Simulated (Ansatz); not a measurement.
# Single-point calculation, with input and output: CuNi₃

System: CuNi₃ (Cmmm, 4 atoms in the cell).
Method: DFT PBEsol, scalar-relativistic, plane waves, PAW, spin-polarised (Ansatz 0.2.0).

The structure derives from a Materials Project entry. It belongs to a series of runs on one base structure; here: small parallel starting moments. Figures and captions count atoms from 1; the log counts them from 0 in places.

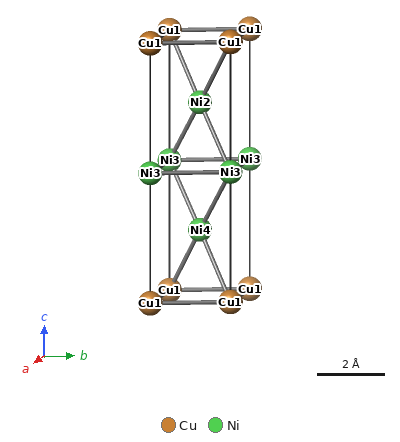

*The structure as given in the input (ball-and-stick view of the cell of the calculation, seen slightly off an axis; atoms are numbered from 1 in the order of the input).*

Key numbers:

- outcome: converged
- space group (tolerance 0.01 Å): Cmmm (65)
- electrons treated: 73
- free energy: −24003.2948 eV
- Fermi energy: 17.671 eV
- gap on the k-point mesh: none (metallic)
- net moment of the cell: 1.45 μB
- integrated absolute moment: 1.63 μB
- pressure: −6.15 GPa
- largest force (length of the vector): 0.023 eV/Å
- hardware: 1 thread of Arm Neoverse V2, 24 GiB of memory available, shared host
- wall time: 2.6 min
- peak memory: 1.1 GiB

Remarks:

The cell is under a tension of 6.2 GPa at this level, so it is not at its equilibrium volume.

Input file:
```yaml
crystal:
  lattice:
    - [1.395212, -1.987154, 0.0]
    - [1.395212, 1.987154, 0.0]
    - [0.0, 0.0, 7.934886]
  atoms:
    - { symbol: Cu, position: [0.0, 0.0, 0.0] }
    - { symbol: Ni, position: [0.5, 0.5, 0.745314], spin: 0.5 }
    - { symbol: Ni, position: [0.0, 0.0, 0.5], spin: 0.5 }
    - { symbol: Ni, position: [0.5, 0.5, 0.254686], spin: 0.5 }
basis:
  ecutwfc: 420
kpoints:
  mp_grid: { grid: [18, 18, 6] }
hamiltonian:
  xc: pbesol
scf:
  occupations: { method: gaussian, width: 0.1 }
  lower_state_search: "off"
output:
  forces: true
  stress: true
  eigenvalues: true
  populations: true
magnetization:
  spin_polarized: true
```

Launched with:
```bash
ansatz run input.yaml --threads 1 --pin off --max-ram 2560MiB --backend cpu --events-out ev --progress --plain --runs-dir out
```

What the program printed:
```
Engine: ansatz 0.2.0, aarch64-unknown-linux-gnu
Pseudopotentials: kind: paw
Pseudopotential: Cu, paw, valence charge 19, recommended cutoff 420 eV (normal), Cu.paw.azcp
Pseudopotential: Ni, paw, valence charge 18, recommended cutoff 420 eV (normal), Ni.paw.azcp
Functional definition: PBEsol
  exchange = pbesol_x
  correlation = pbesol_c
Crystal: 4 atoms, lattice volume = 43.999 Å³
Basis set: ecut = 420 eV, 833 PW (Γ), exchange–correlation on 36×36×108 points (8 copies of the dense FFT grid, shifted against one another)
Bands: 45, of which v1, the nominal top of the filled ones, is band 37 counted from 1 (36 counted from 0)
Symmetry: 8 space group operations
Space group: Cmmm (ITA 65), of the structure as read, at distance tolerance 3.5e-5 Å
Magnetic group: BNS 65.481 (UNI 579), of the structure as read, at distance tolerance 3.5e-5 Å
k-points: 364 of 1944
Non-local potential: Cu, projectors of the file, l = 0: 3, l = 1: 2, l = 2: 3, l = 3: 1
Non-local potential: Ni, projectors of the file, l = 0: 3, l = 1: 2, l = 2: 3, l = 3: 1
PAW form: soft (Blöchl's): semilocal exchange-correlation on the pseudo side does not see the compensation charge
PAW frozen core: Cu, regenerated for the run's functional, and the local potential with it (the file was generated under x = pbe(κ = 0.804, μ = 0.2195149727645171), c = pbe(β = 0.06672455060314922))
PAW frozen core: Ni, regenerated for the run's functional, and the local potential with it (the file was generated under x = pbe(κ = 0.804, μ = 0.2195149727645171), c = pbe(β = 0.06672455060314922))
PAW one-centre angular grid: Cu, 590 points (default); XC on 64 Gauss nodes
PAW one-centre angular grid: Ni, 590 points (default); XC on 64 Gauss nodes
Initial density: superposition of atomic densities (chi_scale 0.1, normalization cell)
Starting moments: Σ|m| = 1.5 μB on 3 of 4 sites
Initial wavefunctions: pseudopotential atomic-orbital guess
Functional: x = pbesol(κ = 0.804, μ = 0.12345679012345678), c = pbesol(β = 0.046)
SCF iter   1: F=—  HF=-24015.837000 eV  |F-HF|=—  |Δ(HF+E_count)|=         —  Δρ=4.47e-1 (↑4.03e-1 ↓4.47e-1)  dr2=4.22e2  dr2_m=1.12e0  M=0.172 μB ∫|m|=0.209 μB  β_m=0.30  ethr=3.10e-3  ⟨swp⟩=5.5  Hψ=102507  notcnv=0  defer=423
preconditioner: auto → Kerker (q_TF=auto, 2.969 Å⁻¹)  [metal: Δε(μ)=0.001 eV  Ē_g=9.777 eV  σ=0.100 eV  W_gap=0.00  n_scr=18 (ndim 8)  ℏωp=35.8 eV  f_vac=0.000  D(μ)=3.98/eV (n_scr^D=52)]
spin=Collinear: Kerker preconditioning applied to the charge; magnetization (m = ρ↑ − ρ↓) channel mixes plain (no charge-response kernel on spin).
SCF iter   2: F=—  HF=-24020.351797 eV  |F-HF|=—  |Δ(HF+E_count)|=    4.51e0  Δρ=2.44e-1 (↑2.30e-1 ↓2.44e-1)  dr2=5.68e1  dr2_m=5.83e-2  M=1.185 μB ∫|m|=1.223 μB  β_m=1.00  ethr=3.10e-3  ⟨swp⟩=4.1  Hψ=117156  notcnv=0  defer=1705
SCF iter   3: F=—  HF=-24004.432118 eV  |F-HF|=—  |Δ(HF+E_count)|=    1.59e1  Δρ=9.11e-2 (↑8.71e-2 ↓9.11e-2)  dr2=7.40e0  dr2_m=3.47e-2  M=1.200 μB ∫|m|=1.286 μB  β_m=0.30  ethr=3.10e-3  ⟨swp⟩=3.3  Hψ=88922  notcnv=0  defer=1637
SCF iter   4: F=—  HF=-24003.256546 eV  |F-HF|=—  |Δ(HF+E_count)|=    1.18e0  Δρ=5.37e-2 (↑3.20e-2 ↓5.37e-2)  dr2=4.16e0  dr2_m=6.80e-2  M=1.141 μB ∫|m|=1.241 μB  β_m=0.30  ethr=3.10e-3  ⟨swp⟩=3.0  Hψ=72012  notcnv=0  defer=1747
SCF iter   5: F=—  HF=-24003.272763 eV  |F-HF|=—  |Δ(HF+E_count)|=   1.62e-2  Δρ=3.30e-2 (↑1.69e-2 ↓3.30e-2)  dr2=1.28e0  dr2_m=3.76e-2  M=1.149 μB ∫|m|=1.255 μB  β_m=0.30  ethr=3.10e-3  ⟨swp⟩=2.1  Hψ=42530  notcnv=0  defer=1803
SCF iter   6: F=—  HF=-24003.290169 eV  |F-HF|=—  |Δ(HF+E_count)|=   1.74e-2  Δρ=6.92e-3 (↑6.92e-3 ↓5.87e-3)  dr2=1.83e-1  dr2_m=1.09e-2  M=1.209 μB ∫|m|=1.321 μB  β_m=1.00  ethr=1.76e-3  ⟨swp⟩=2.1  Hψ=34907  notcnv=0  defer=1803
SCF iter   7: F=—  HF=-24003.307354 eV  |F-HF|=—  |Δ(HF+E_count)|=   1.72e-2  Δρ=9.10e-3 (↑6.13e-3 ↓9.10e-3)  dr2=5.88e-2  dr2_m=5.71e-3  M=1.261 μB ∫|m|=1.386 μB  β_m=1.00  ethr=2.51e-4  ⟨swp⟩=2.1  Hψ=51938  notcnv=0  defer=1753
SCF iter   8: F=—  HF=-24003.279121 eV  |F-HF|=—  |Δ(HF+E_count)|=   2.82e-2  Δρ=3.28e-3 (↑2.96e-3 ↓3.28e-3)  dr2=1.53e-2  dr2_m=9.52e-4  M=1.288 μB ∫|m|=1.422 μB  β_m=1.00  ethr=8.06e-5  ⟨swp⟩=2.0  Hψ=50468  notcnv=0  defer=1750
SCF iter   9: F=—  HF=-24003.284688 eV  |F-HF|=—  |Δ(HF+E_count)|=   5.57e-3  Δρ=7.45e-3 (↑7.29e-3 ↓7.45e-3)  dr2=6.22e-2  dr2_m=9.79e-4  M=1.306 μB ∫|m|=1.446 μB  β_m=0.30  ethr=2.09e-5  ⟨swp⟩=2.0  Hψ=42411  notcnv=0  defer=1750
Mixer restart at iter 9: flushing history
spin-set hold released at iteration 9 (site moments contracting): the magnetisation degrees of freedom join the quasi-Newton model from the next iteration; the mixer history was flushed
SCF iter  10: F=—  HF=-24003.291992 eV  |F-HF|=—  |Δ(HF+E_count)|=   7.30e-3  Δρ=4.87e-3 (↑4.28e-3 ↓4.87e-3)  dr2=1.68e-2  dr2_m=2.47e-3  M=1.330 μB ∫|m|=1.473 μB  β_m=0.61  ethr=2.09e-5  ⟨swp⟩=2.1  Hψ=42625  notcnv=0  defer=1751
SCF iter  11: F=—  HF=-24003.308457 eV  |F-HF|=—  |Δ(HF+E_count)|=   1.65e-2  Δρ=1.19e-2 (↑1.10e-2 ↓1.19e-2)  dr2=2.37e-1  dr2_m=1.63e-3  M=1.356 μB ∫|m|=1.515 μB  β_m=0.34  ethr=2.09e-5  ⟨swp⟩=2.0  Hψ=62573  notcnv=0  defer=1749  recentre
SCF iter  12: F=—  HF=-24003.295986 eV  |F-HF|=—  |Δ(HF+E_count)|=   1.25e-2  Δρ=9.99e-3 (↑3.74e-3 ↓9.99e-3)  dr2=6.48e-2  dr2_m=8.49e-3  M=1.392 μB ∫|m|=1.550 μB  β_m=0.36  ethr=2.09e-5  ⟨swp⟩=2.0  Hψ=65624  notcnv=0  defer=1746
SCF iter  13: F=—  HF=-24003.292854 eV  |F-HF|=—  |Δ(HF+E_count)|=   3.13e-3  Δρ=5.66e-3 (↑3.63e-3 ↓5.66e-3)  dr2=1.84e-2  dr2_m=2.80e-3  M=1.411 μB ∫|m|=1.578 μB  β_m=0.39  ethr=2.09e-5  ⟨swp⟩=1.9  Hψ=42241  notcnv=0  defer=1746
SCF iter  14: F=—  HF=-24003.294646 eV  |F-HF|=—  |Δ(HF+E_count)|=   1.79e-3  Δρ=2.63e-3 (↑8.38e-4 ↓2.63e-3)  dr2=1.72e-3  dr2_m=1.16e-3  M=1.421 μB ∫|m|=1.591 μB  β_m=0.45  ethr=2.09e-5  ⟨swp⟩=2.0  Hψ=41106  notcnv=0  defer=1746
SCF iter  15: F=—  HF=-24003.294566 eV  |F-HF|=—  |Δ(HF+E_count)|=   8.00e-5  Δρ=1.42e-3 (↑8.91e-4 ↓1.42e-3)  dr2=2.43e-3  dr2_m=2.37e-4  M=1.437 μB ∫|m|=1.613 μB  β_m=0.47  ethr=2.35e-6  ⟨swp⟩=2.1  Hψ=45353  notcnv=0  defer=1746
SCF iter  16: F=—  HF=-24003.294649 eV  |F-HF|=—  |Δ(HF+E_count)|=   8.30e-5  Δρ=3.41e-4 (↑3.41e-4 ↓2.91e-4)  dr2=2.59e-4  dr2_m=3.37e-6  M=1.451 μB ∫|m|=1.632 μB  β_m=0.58  ethr=2.35e-6  ⟨swp⟩=1.4  Hψ=33366  notcnv=0  defer=1745
SCF iter  17: F=—  HF=-24003.294748 eV  |F-HF|=—  |Δ(HF+E_count)|=   9.91e-5  Δρ=2.18e-4 (↑1.35e-4 ↓2.18e-4)  dr2=9.62e-6  dr2_m=1.02e-5  M=1.450 μB ∫|m|=1.632 μB  β_m=0.79  ethr=3.55e-7  ⟨swp⟩=2.0  Hψ=53476  notcnv=0  defer=1745
SCF iter  18: F=—  HF=-24003.294760 eV  |F-HF|=—  |Δ(HF+E_count)|=   1.21e-5  Δρ=2.91e-4 (↑4.91e-5 ↓2.91e-4)  dr2=4.28e-5  dr2_m=6.48e-6  M=1.450 μB ∫|m|=1.632 μB  β_m=0.79  ethr=1.32e-8  ⟨swp⟩=2.1  Hψ=43250  notcnv=0  defer=1745
SCF iter  19: F=—  HF=-24003.294759 eV  |F-HF|=—  |Δ(HF+E_count)|=   1.03e-6  Δρ=1.28e-4 (↑2.55e-5 ↓1.28e-4)  dr2=1.01e-5  dr2_m=1.08e-6  M=1.450 μB ∫|m|=1.632 μB  β_m=0.89  ethr=1.32e-8  ⟨swp⟩=1.2  Hψ=31987  notcnv=0  defer=1745
SCF iter  20: F=—  HF=-24003.294759 eV  |F-HF|=—  |Δ(HF+E_count)|=   1.89e-8  Δρ=5.04e-5 (↑4.12e-5 ↓5.04e-5)  dr2=2.88e-6  dr2_m=2.87e-8  M=1.450 μB ∫|m|=1.633 μB  β_m=0.66  ethr=1.32e-8  ⟨swp⟩=1.3  Hψ=32517  notcnv=0  defer=1745
SCF iter  21: F=—  HF=-24003.294759 eV  |F-HF|=—  |Δ(HF+E_count)|=   1.53e-7  Δρ=6.05e-5 (↑2.24e-5 ↓6.05e-5)  dr2=3.05e-6  dr2_m=1.69e-7  M=1.450 μB ∫|m|=1.633 μB  β_m=0.66  ethr=3.95e-9  ⟨swp⟩=2.3  Hψ=45799  notcnv=0  defer=1745
SCF iter  22: F=-24003.294759 eV  HF=-24003.294759 eV  |F-HF|=7.83e-8  |Δ(HF+E_count)|=   1.04e-7  Δρ=8.87e-6 (↑4.21e-6 ↓8.87e-6)  dr2=8.48e-8  dr2_m=4.15e-9  M=1.450 μB ∫|m|=1.633 μB  ethr=1.37e-10  ⟨swp⟩=9.0  Hψ=155398  notcnv=0
the search or the solves at the SCF's close seem to have found levels that the self-consistency loop had missed (the run counts 1). By its estimate they hold under 1e-12 electrons; where the run keeps them, the occupations were computed again with them
SCF 1 converged in 22 iterations: F = -24003.294759 eV  dr2 = 8.48e-8
  greatest PAW one-centre occupation: 1.001 electrons in one spin orbital (limit 2), on the Ni atom at site 3 (counted from 0), in its partial waves of l = 1
```

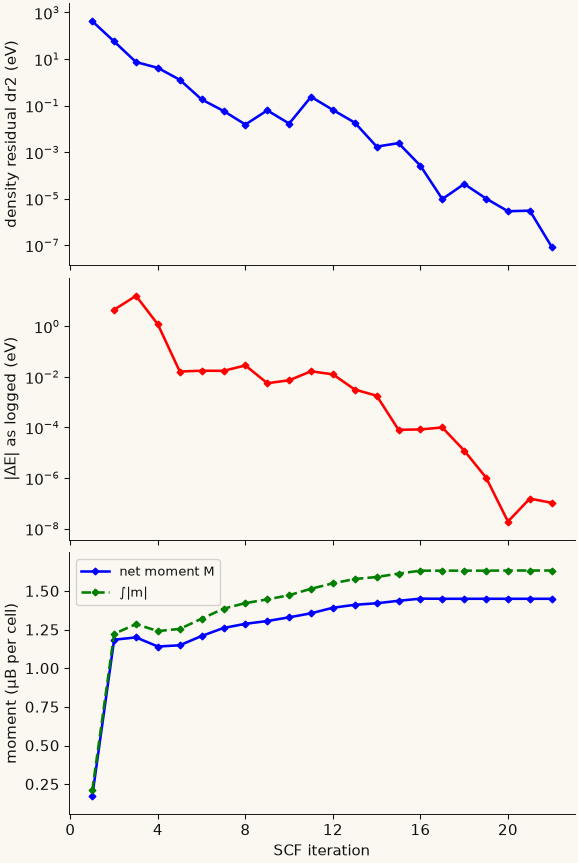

*Convergence of the self-consistent field: density residual dr2, size of the energy change and magnetic moment against the SCF iteration.*

The residual falls unevenly and jumps up by a factor of two or more 3 times on the way down. The net moment goes from 0.2 to 1.4 μB per cell.

```
SCF converged after 22 iterations
Magnetization: 1.4501 μB (37.2251 up, 35.7749 down)
Absolute magnetization: 1.6343 μB (∫|ρ↑−ρ↓|, with the PAW one-centre terms)
Spin contamination: 0.0193 ħ² per cell (⟨S²⟩ above its minimum at these occupations)
Per-site moments (μB) at R_I (Å): [(0.019314854248156047, 1.00156813969822), (0.4639084685393506, 0.9879034092115169), (0.5816683475215809, 0.9879034092115168), (0.46390846853935047, 0.9879034092115168)]
Free energy (F): -24003.294759 eV
Harris-Foulkes:  -24003.294759 eV  (|F-HF|=7.83e-8)
Internal energy: -24003.269094 eV  (E = F + TS)
E sigma→0 (E₀):  -24003.281926 eV
Entropy (-TS):   -0.025665 eV (-6.416 meV/atom)
Fermi energy:    17.670587 eV
--- Per-component energies (eV) ---
  E_band       = -1200.615322
  E_kinetic    = 1148.648113
  E_local      = -14294.521573  (includes V_loc(G=0)·N_el)
  E_nonlocal   = 2303.438799
  E_hartree    = 6053.400145
  E_xc         = -342.229588
  E_vxc        = -443.070819  (∫ρ·V_xc dr)
  E_paw        = -6412.356786  (= ΣΔE_a)
  E_vpaw       = -2021.893284  (= ΣTr[D̂ρ^β])
  E_aug_tail   = 0.001767  (compensation charges beyond the density's cutoff)
  E_ewald      = -12460.448040
  E_core_change = 0.798069  (= ΣΔE_core)
  E_smearing   = -0.025665  (= −TS)
  E_closure    = -0.000000  (closes the sum)
  Σ components = -24003.294759   (vs F -24003.294759, Δ=0.00e0)
--- Forces (eV/Å), atoms counted from 1 ---
  atom   1  Cu    -0.00000000     0.00000000     0.00000000
  atom   2  Ni     0.00000000    -0.00000000    -0.02276752
  atom   3  Ni     0.00000000     0.00000000     0.00000000
  atom   4  Ni     0.00000000     0.00000000     0.02276752
  max |Σ_I F_I| component: 6.94e-18 eV/Å
--- Stress (GPa, compression-positive) ---
       -6.719365       0.000000      -0.000000
        0.000000      -6.121254      -0.000000
       -0.000000      -0.000000      -5.624042
  P = ⅓ Tr σ = -6.1549 GPa (-61.549 kbar)
--- Band table (eV; the first three rows and the last of 728) ---
  k-point 0 ↑: bands = ["-94.4855", "-85.4213", "-85.2246", "-85.2235", "-52.0130", "-51.9737", "-51.9167", "-46.0175", "-45.8798", "-45.8131", "-45.7166", "-45.7147", "-45.7084", "-45.6901", "-45.6755", "-45.6755", "8.5195", "10.7516", "11.0049", "12.9368", "14.1643", "14.6963", "14.7823", "15.0495", "15.1277", "15.3241", "15.3926", "15.3974", "15.7501", "15.8642", "15.9453", "16.5750", "16.6428", "16.6582", "16.8073", "16.8131", "16.9842", "17.0159", "17.5568", "17.6587", "23.6493", "32.8145", "32.8601", "36.4838", "37.2137"]
  k-point 1 ↑: bands = ["-94.4855", "-85.4213", "-85.2246", "-85.2235", "-52.0130", "-51.9737", "-51.9167", "-46.0176", "-45.8799", "-45.8131", "-45.7164", "-45.7147", "-45.7084", "-45.6903", "-45.6755", "-45.6755", "8.5894", "10.2110", "11.5647", "12.9144", "14.1677", "14.6799", "14.8150", "15.0715", "15.1500", "15.3342", "15.3882", "15.4175", "15.7550", "15.8610", "15.8642", "16.6506", "16.6544", "16.6713", "16.7963", "16.8130", "16.9860", "17.0141", "17.3590", "17.5220", "24.1166", "30.7542", "34.9954", "36.5683", "37.3262"]
  k-point 2 ↑: bands = ["-94.4855", "-85.4213", "-85.2246", "-85.2235", "-52.0130", "-51.9737", "-51.9167", "-46.0176", "-45.8799", "-45.8131", "-45.7160", "-45.7147", "-45.7085", "-45.6906", "-45.6755", "-45.6755", "8.7947", "9.6423", "12.1522", "12.8298", "14.1750", "14.6504", "14.8957", "15.1153", "15.2056", "15.3667", "15.3964", "15.4884", "15.7141", "15.7769", "15.8642", "16.5927", "16.6734", "16.7302", "16.8001", "16.8128", "16.8500", "16.9905", "17.0097", "17.4335", "25.2884", "28.7918", "36.8202", "37.1873", "37.6523"]
  k-point 363 ↓: bands = ["-94.4329", "-84.6761", "-84.6255", "-84.6227", "-52.0255", "-51.9945", "-51.9519", "-45.3373", "-45.3060", "-45.2882", "-45.2869", "-45.2867", "-45.2284", "-45.2057", "-45.1590", "-45.1228", "13.1137", "13.5381", "13.7039", "13.7892", "13.9977", "14.0120", "14.6546", "15.3320", "15.4989", "15.8605", "15.9727", "16.5245", "16.9100", "17.0465", "17.2101", "17.5897", "17.6679", "18.1348", "18.2353", "18.3215", "19.4771", "19.6349", "23.5041", "24.3865", "24.8871", "25.3360", "25.7301", "25.9917", "28.1683"]
--- Löwdin populations: 4 sites ---
  site symbol       q [e]    m [muB]
     0     Cu     18.7581     0.0222
     1     Ni     17.8130     0.4583
     2     Ni     17.7636     0.5792
     3     Ni     17.8130     0.4583
  spilling = 0.011675 (of n_electrons = 73.000000)
```

File populations.tsv:
```
# site	symbol	l	j	q_up	q_dn
# orbitals = lowdin
# n_electrons = 73.000000
# spilling = 0.011675
0	Cu	0_3S	-	0.997986	0.998008
0	Cu	0_4S	-	0.500091	0.505146
0	Cu	1_3P	-	2.999338	2.999318
0	Cu	2_3D	-	4.892756	4.865480
1	Ni	0_3S	-	0.997947	0.997994
1	Ni	0_4S	-	0.468029	0.473674
1	Ni	1_3P	-	2.999059	2.998978
1	Ni	2_3D	-	4.670619	4.206710
2	Ni	0_3S	-	0.997941	0.997988
2	Ni	0_4S	-	0.464516	0.468251
2	Ni	1_3P	-	2.998988	2.998923
2	Ni	2_3D	-	4.709957	4.127024
3	Ni	0_3S	-	0.997947	0.997994
3	Ni	0_4S	-	0.468029	0.473674
3	Ni	1_3P	-	2.999059	2.998978
3	Ni	2_3D	-	4.670619	4.206710
```

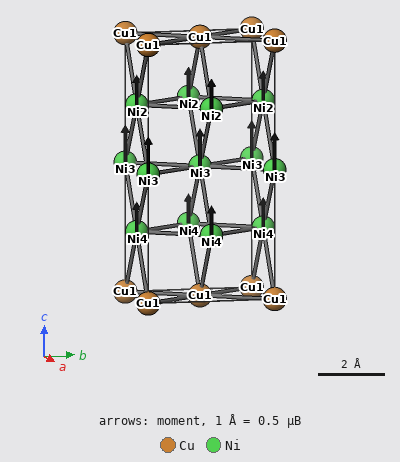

*Magnetic moments of the sites as black arrows (ball-and-stick view of the cell 2 times as large as that of the calculation, set on its symmetry axes, seen slightly off an axis; atoms are numbered from 1 in the order of the input); small moments hardly show. The run is collinear, so the axis drawn is arbitrary.*

Site moments: Ni3 (0.58 μB); Ni2, Ni4 (0.46 μB). They are counted near the atoms and needn't add up to the moment of the cell.

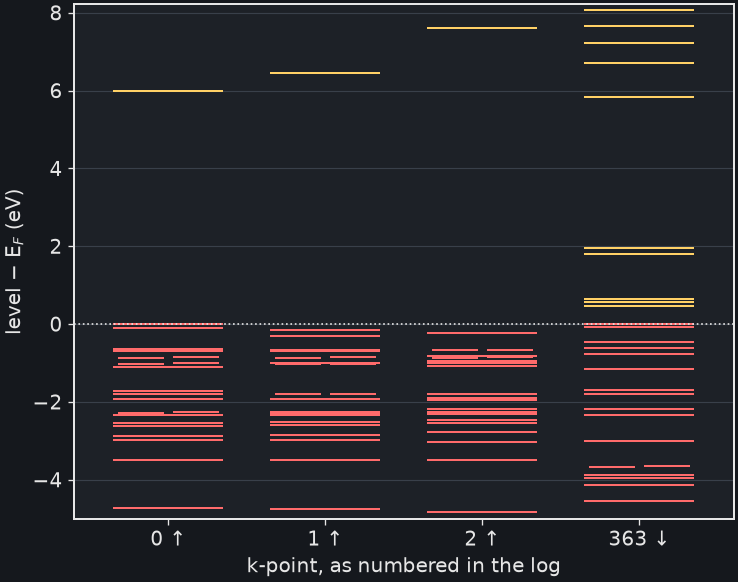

*Kohn–Sham levels near the Fermi level (dotted) at the few k-points that the log prints; levels within 0.02 eV of each other stand side by side.*

The system is metallic on the full mesh.
